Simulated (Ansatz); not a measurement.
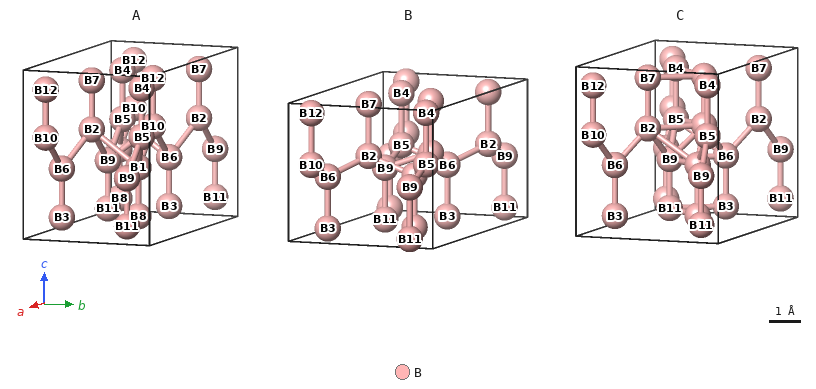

3 geometries from one relaxation of crystalline B (a generated structure, set up in Cmcm) (coarse preliminary run), in shuffled order. The picture is a ball-and-stick view of the conventional cell (2 times the calculation's cell), seen slightly off an axis. Lengths and directions refer to the drawn axes.

Level of theory: DFT PBE, scalar-relativistic, plane waves, PAW in Ansatz 0.2.0. (plane-wave cutoff 420 eV; k-point mesh 4 × 4 × 4; occupations gaussian; smearing width 0.1 eV; no spin polarisation; cell and atoms relaxed; force threshold 0.04 eV/Å; at most 70 steps)

Q: Order the frames from highest to lowest energy.

A: B, A, C. They are steps 0, 5, 21, at +491 meV per atom, +102 meV per atom relative to the last. Over 17 accepted moves (21 points after the start) the energy falls by 491 meV per atom. Largest force component: 2.1 eV/Å at the start, 0.01 eV/Å at the end. The pressure goes from 25.79 to 0.05 GPa. The line search rejected the trial steps at points 12, 19 of the run. At 2 points the geometry stayed and the basis and grid were re-selected for the new cell (energy shift of 10.2 meV per atom at most each time). The largest moves relative to the cell, 0.31 Å, are those of B9, B10, B11 and B12. B10 goes along [0 −1 1]. The volume changes by +1.3 %, with a 8.560 → 7.160 Å (−16.3 %), b 5.131 → 5.065 Å (−1.3 %), c 4.611 → 5.657 Å (+22.7 %). Among the contacts that change: B1–B2 1.731 → 2.104 Å, B1–B9 2.200 → 1.963 Å, B1–B10 1.587 → 1.742 Å, B10–B12 1.726 → 1.639 Å. Among the angles between lasting bonds that change: B4–B11–B7 137.2° → 93.5°, B8–B4–B11 126.4° → 94.2°, B9–B11–B12 109.6° → 134.3°. The space group stays Cmcm (No. 63).
